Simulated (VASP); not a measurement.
# HgSe: geometry relaxation (part 1 of 2)

System: HgSe (F-43m, 2 atoms in the cell).
Method: Kohn-Sham DFT of a periodic cell, vdW-DF-cx, VASP PAW PBE potentials, recommended, no spin polarisation (VASP 6.6.1).

The structure derives from an entry of the Crystallography Open Database.

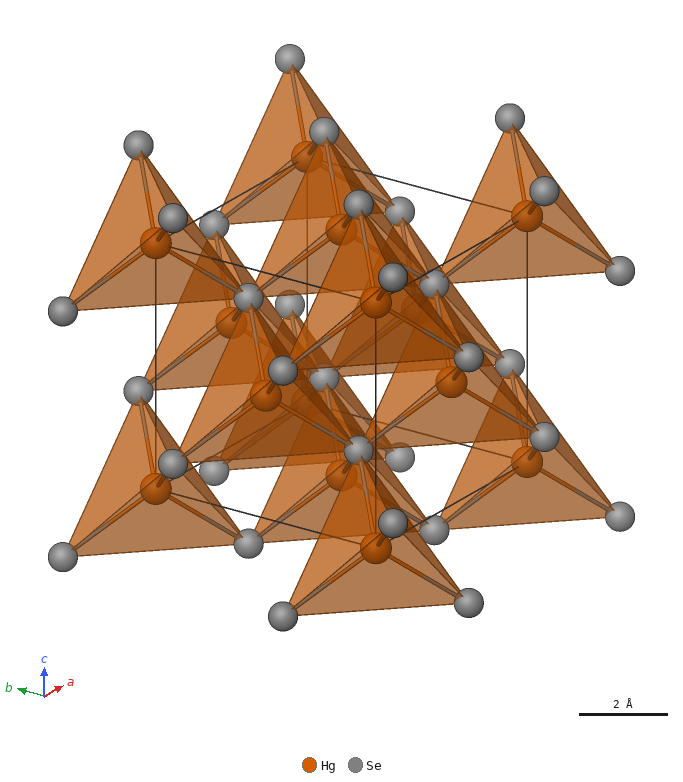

*The starting structure (polyhedral view of the cell 4 times as large as that of the calculation, set on its symmetry axes, seen at an oblique angle; polyhedra are completed across the faces of the cell).*

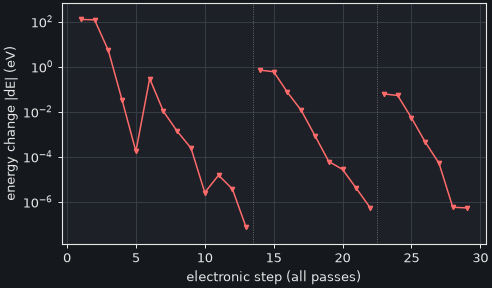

*Convergence of the self-consistent field: energy change |dE| against the electronic step. Each stretch between dotted lines is the SCF of one geometry step of a relaxation.*

The 3 ionic steps take 7 to 13 electronic steps each. The density is held fixed in the first few steps, and dE rises again when its update begins.

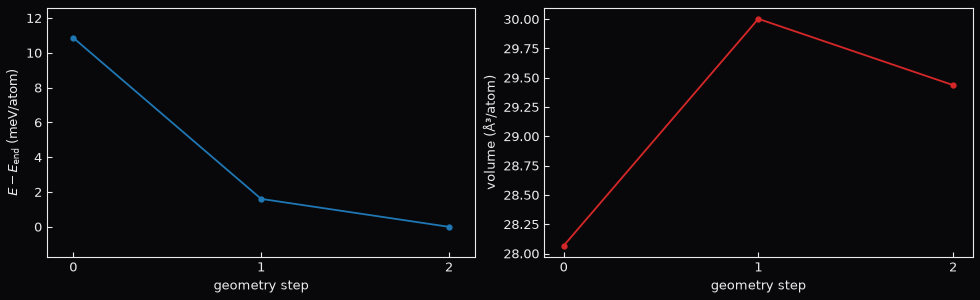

*Progress of the relaxation, step by step (steps are counted from 0).*

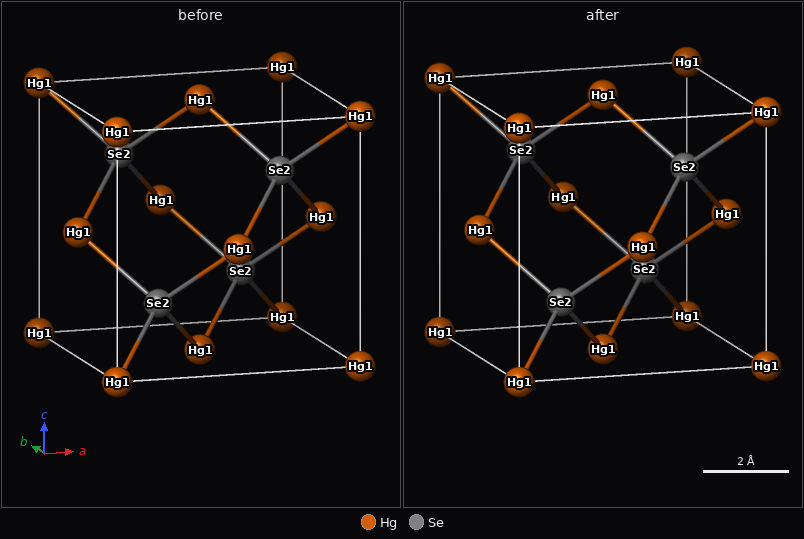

*Before (left) and after (right) the relaxation, at one scale (ball-and-stick view of the cell 4 times as large as that of the calculation, set on its symmetry axes, seen slightly off an axis).*

No atom moves by more than 0.005 Å relative to the cell. The drawn cell changes as follows: a = b = c 6.078 → 6.175 Å (+1.6 %); the volume changes by +4.9 %. Distances before and after: Hg1–Se2 2.632 → 2.674 Å. The space group stays F-43m (No. 216). The energy falls by 10.9 meV per atom in 2 geometry steps. All forces vanish by symmetry, so only the cell relaxes. (Atoms are counted from 1 in the order of the input.)

The input that produced these results follows, with the program's output.

### INCAR
```
SYSTEM = HgSe
AGGAC = 0.0
ALGO = Normal
EDIFF = 1E-6
EDIFFG = -0.01
ENCUT = 600
GGA = CX
IBRION = 2
ISIF = 3
ISMEAR = -1
LASPH = .True.
LCHARG = .False.
LREAL = .False.
LUSE_VDW = .True.
LWAVE = .False.
NELM = 60
NSW = 60
PREC = Accurate
SIGMA = 0.05
```

### KPOINTS
```
k-points
0
Gamma
  8 8 8
  0 0 0
```

### POSCAR
```
HgSe
1.0
    0.0000000000      3.0390000000      3.0390000000
    3.0390000000      0.0000000000      3.0390000000
    3.0390000000      3.0390000000      0.0000000000
Hg Se
1 1
Direct
    0.0000000000      0.0000000000      0.0000000000
    0.7500000000      0.7500000000      0.7500000000
```

Run as:
```bash
cat potpaw_PBE.64/Hg/POTCAR potpaw_PBE.64/Se/POTCAR > POTCAR
mpirun -np 1 vasp_std > vasp.out
```

### OSZICAR
```
N       E                     dE             d eps       ncg     rms          rms(c)
DAV:   1     0.125252007860E+03    0.12525E+03   -0.94106E+03   754   0.139E+03
DAV:   2     0.514247091479E+01   -0.12011E+03   -0.11394E+03   849   0.293E+02
DAV:   3    -0.948156270406E-01   -0.52373E+01   -0.52142E+01   894   0.618E+01
DAV:   4    -0.127243288237E+00   -0.32428E-01   -0.32382E-01   794   0.491E+00
DAV:   5    -0.127418189996E+00   -0.17490E-03   -0.17489E-03   909   0.351E-01    0.786E+00
DAV:   6     0.168322574085E+00    0.29574E+00   -0.63223E-01  1027   0.125E+01    0.612E+00
DAV:   7     0.178611677937E+00    0.10289E-01   -0.13581E-01   789   0.312E+00    0.273E+00
DAV:   8     0.179968042840E+00    0.13564E-02   -0.17694E-02   779   0.197E+00    0.212E-01
DAV:   9     0.180209892063E+00    0.24185E-03   -0.23352E-03   869   0.792E-01    0.799E-02
DAV:  10     0.180212487310E+00    0.25952E-05   -0.18693E-04   789   0.197E-01    0.309E-02
DAV:  11     0.180197353840E+00   -0.15133E-04   -0.77548E-05   769   0.114E-01    0.289E-02
DAV:  12     0.180201088102E+00    0.37343E-05   -0.17712E-05   804   0.670E-02    0.680E-03
DAV:  13     0.180201014465E+00   -0.73637E-07   -0.92286E-07   442   0.763E-03
   1 F= 0.18020101E+00 E0= 0.18049981E+00  d E =0.180201E+00
       N       E                     dE             d eps       ncg     rms          rms(c)
DAV:   1    -0.522522582521E+00   -0.70272E+00   -0.14689E+01   784   0.499E+01    0.765E+00
DAV:   2     0.767728905130E-01    0.59930E+00   -0.13905E+00   774   0.176E+01    0.274E+00
DAV:   3     0.149418616823E+00    0.72646E-01   -0.17032E-01   794   0.455E+00    0.266E+00
DAV:   4     0.160912734542E+00    0.11494E-01   -0.17911E-02   799   0.102E+00    0.556E-01
DAV:   5     0.161767318467E+00    0.85458E-03   -0.25762E-03   869   0.704E-01    0.911E-02
DAV:   6     0.161705570378E+00   -0.61748E-04   -0.40321E-04   814   0.188E-01    0.315E-02
DAV:   7     0.161678025097E+00   -0.27545E-04   -0.28135E-05   869   0.450E-02    0.163E-02
DAV:   8     0.161674065040E+00   -0.39601E-05   -0.37021E-06   814   0.131E-02    0.272E-03
DAV:   9     0.161673511706E+00   -0.55333E-06   -0.54594E-07   615   0.724E-03
   2 F= 0.16167351E+00 E0= 0.16200116E+00  d E =-.185275E-01
       N       E                     dE             d eps       ncg     rms          rms(c)
DAV:   1     0.998603688533E-01   -0.61814E-01   -0.12066E+00   799   0.139E+01    0.171E+00
DAV:   2     0.152612268901E+00    0.52752E-01   -0.13076E-01   789   0.569E+00    0.584E-01
DAV:   3     0.157953715988E+00    0.53414E-02   -0.17253E-02   784   0.136E+00    0.580E-01
DAV:   4     0.158405584965E+00    0.45187E-03   -0.14489E-03   804   0.408E-01    0.490E-02
DAV:   5     0.158457404249E+00    0.51819E-04   -0.49461E-04   804   0.342E-01    0.642E-02
DAV:   6     0.158457980881E+00    0.57663E-06   -0.70221E-05   849   0.120E-01    0.991E-03
DAV:   7     0.158457442477E+00   -0.53840E-06   -0.74224E-07   587   0.812E-03
   3 F= 0.15845744E+00 E0= 0.15877688E+00  d E =-.217436E-01
```

### Parts of OUTCAR
```
SYSTEM = HgSe
   EDIFF = 1E-6
   EDIFFG = -0.01
   ENCUT = 600
   GGA = CX
   IBRION = 2
   ISIF = 3
   ISMEAR = -1
   LASPH = .True.
   LREAL = .False.
   NELM = 60
   NSW = 60
   PREC = Accurate

 ion  position               nearest neighbor table
   1  0.000  0.000  0.000-   2 2.63   2 2.63   2 2.63   2 2.63
   2  0.750  0.750  0.750-   1 2.63   1 2.63   1 2.63   1 2.63

  LATTYP: Found a face centered cubic cell.
 ALAT       =     6.0780000000

  Lattice vectors:

 A1 = (   0.0000000000,   3.0390000000,   3.0390000000)
 A2 = (   3.0390000000,   0.0000000000,   3.0390000000)
 A3 = (   3.0390000000,   3.0390000000,   0.0000000000)

Analysis of symmetry for initial positions (statically):
=====================================================================
 Subroutine PRICEL returns:
 Original cell was already a primitive cell.

 Routine SETGRP: Setting up the symmetry group for a
 face centered cubic supercell.

 Subroutine GETGRP returns: Found 24 space group operations
 (whereof 24 operations were pure point group operations)
 out of a pool of 48 trial point group operations.

The static configuration has the point symmetry T_d .

Analysis of symmetry for dynamics (positions and initial velocities):
=====================================================================
 Subroutine PRICEL returns:
 Original cell was already a primitive cell.

 Routine SETGRP: Setting up the symmetry group for a
 face centered cubic supercell.

 Subroutine GETGRP returns: Found 24 space group operations
 (whereof 24 operations were pure point group operations)
 out of a pool of 48 trial point group operations.

The dynamic configuration has the point symmetry T_d .

 Subroutine INISYM returns: Found 24 space group operations
 (whereof 24 operations are pure point group operations),
 and found     1 'primitive' translations

----------------------------------------------------------------------------------------

                                     Primitive cell

  volume of cell :      56.1335

  direct lattice vectors                    reciprocal lattice vectors
     0.000000000  3.039000000  3.039000000    -0.164527805  0.164527805  0.164527805
     3.039000000  0.000000000  3.039000000     0.164527805 -0.164527805  0.164527805
     3.039000000  3.039000000  0.000000000     0.164527805  0.164527805 -0.164527805

  length of vectors
     4.297795016  4.297795016  4.297795016     0.284970518  0.284970518  0.284970518

  position of ions in fractional coordinates (direct lattice)
     0.000000000  0.000000000  0.000000000
     0.750000000  0.750000000  0.750000000

  ion indices of the primitive-cell ions
   primitive index   ion index
                 1           1
                 2           2

----------------------------------------------------------------------------------------

 KPOINTS: k-points

Automatic generation of k-mesh.
 Grid dimensions read from file:
 generate k-points for:    8    8    8

 Generating k-lattice:

  Cartesian coordinates                     Fractional coordinates (reciprocal lattice)
    -0.020565976  0.020565976  0.020565976     0.125000000  0.000000000  0.000000000
     0.020565976 -0.020565976  0.020565976     0.000000000  0.125000000  0.000000000
     0.020565976  0.020565976 -0.020565976     0.000000000  0.000000000  0.125000000

  Length of vectors
     0.035621315  0.035621315  0.035621315

  Shift w.r.t. Gamma in fractional coordinates (k-lattice)
     0.000000000  0.000000000  0.000000000

 Subroutine IBZKPT returns following result:
 ===========================================

 Found     29 irreducible k-points:

 Following reciprocal coordinates:
            Coordinates               Weight
  0.000000  0.000000  0.000000      1.000000
  0.125000  0.000000  0.000000      8.000000
  0.250000  0.000000  0.000000      8.000000
  0.375000  0.000000  0.000000      8.000000
  0.500000  0.000000  0.000000      4.000000
  0.125000  0.125000  0.000000      6.000000
  0.250000  0.125000  0.000000     24.000000
  0.375000  0.125000  0.000000     24.000000
  0.500000  0.125000  0.000000     24.000000
 -0.375000  0.125000  0.000000     24.000000
 -0.250000  0.125000  0.000000     24.000000
 -0.125000  0.125000  0.000000     12.000000
  0.250000  0.250000  0.000000      6.000000
  0.375000  0.250000  0.000000     24.000000
  0.500000  0.250000  0.000000     24.000000
 -0.375000  0.250000  0.000000     24.000000
 -0.250000  0.250000  0.000000     12.000000
  0.375000  0.375000  0.000000      6.000000
  0.500000  0.375000  0.000000     24.000000
 -0.375000  0.375000  0.000000     12.000000
  0.500000  0.500000  0.000000      3.000000
  0.375000  0.250000  0.125000     24.000000
  0.500000  0.250000  0.125000     48.000000
 -0.375000  0.250000  0.125000     24.000000
 [... further k-points ...]
   k-points           NKPTS =     29   k-points in BZ     NKDIM =     29   number of bands    NBANDS=     13
   number of dos      NEDOS =    301   number of ions     NIONS =      2
   total plane-waves  NPLWV =  46656
   dimension x,y,z NGX =    36 NGY =   36 NGZ =   36
   dimension x,y,z NGXF=    72 NGYF=   72 NGZF=   72
   ions per type =               1   1
   NGX,Y,Z   is equivalent  to a cutoff of  13.93, 13.93, 13.93 a.u.
   NGXF,Y,Z  is equivalent  to a cutoff of  27.85, 27.85, 27.85 a.u.
 SYSTEM =  HgSe
   PREC   = accura    normal or accurate (medium, high low for compatibility)
   ISTART =      0    job   : 0-new  1-cont  2-samecut
   ICHARG =      2    charge: 1-file 2-atom 10-const
   ISPIN  =      1    spin polarized calculation?
   LNONCOLLINEAR =      F non collinear calculations
   LSORBIT =      F    spin-orbit coupling
   LASPH  =      T    aspherical Exc in radial PAW
   ENCUT  =  600.0 eV  44.10 Ry    6.64 a.u.   8.58  8.58  8.58*2*pi/ulx,y,z
   NELM   =     60;   NELMIN=  2; NELMDL= -5     # of ELM steps
   EDIFF  = 0.1E-05   stopping-criterion for ELM
   LREAL  =      F    real-space projection
   EDIFFG = -.1E-01   stopping-criterion for IOM
   NSW    =     60    number of steps for IOM
   IBRION =      2    ionic relax: 0-MD 1-quasi-New 2-CG
   NFREE  =      1    steps in history (QN), initial steepest desc. (CG)
   ISIF   =      3    stress and relaxation
   ISYM   =      2    0-nonsym 1-usesym 2-fastsym
   POTIM  = 0.5000    time-step for ionic-motion
   TEBEG  =    0.0;   TEEND  =   0.0 temperature during run
   PSTRESS=    0.0 pullay stress
   NELECT =      18.0000    total number of electrons
   NUPDOWN=      -1.0000    fix difference up-down
   EMIN   =  10.00;   EMAX   =-10.00  energy-range for DOS
   EFERMI =   0.00;   METHOD = LEGACY
   ISMEAR =    -1;   SIGMA  =   0.05  broadening in eV -4-tet -1-fermi 0-gaus
   EFERMI_NEDOS =   21; number of points for ismear=-14 and -15
   IALGO  =     38    algorithm
   IMIX   =      4    mixing-type and parameters
     AMIX     =   0.40;   BMIX     =  1.00
     AMIX_MAG =   1.60;   BMIX_MAG =  1.00
  volume/ion in A,a.u.               =      28.07       189.40
  Fermi-wavevector in a.u.,A,eV,Ry     =   1.120534  2.117502 17.083421  1.255596
  Thomas-Fermi vector in A             =   2.257181
   LORBIT       =      0    0 simple, 1 ext, 2 COOP (PROOUT), +10 PAW based schemes
   GGA     = CX    functional components
   LHFCALC =     F    Hartree Fock is set to
   AEXX    =    0.0000 exact exchange contribution
   IVDW_NL    =     1    kernel type
   BPARAM     = 6.3000
   IVDW    =     0    specifies the selected vdW correction
```
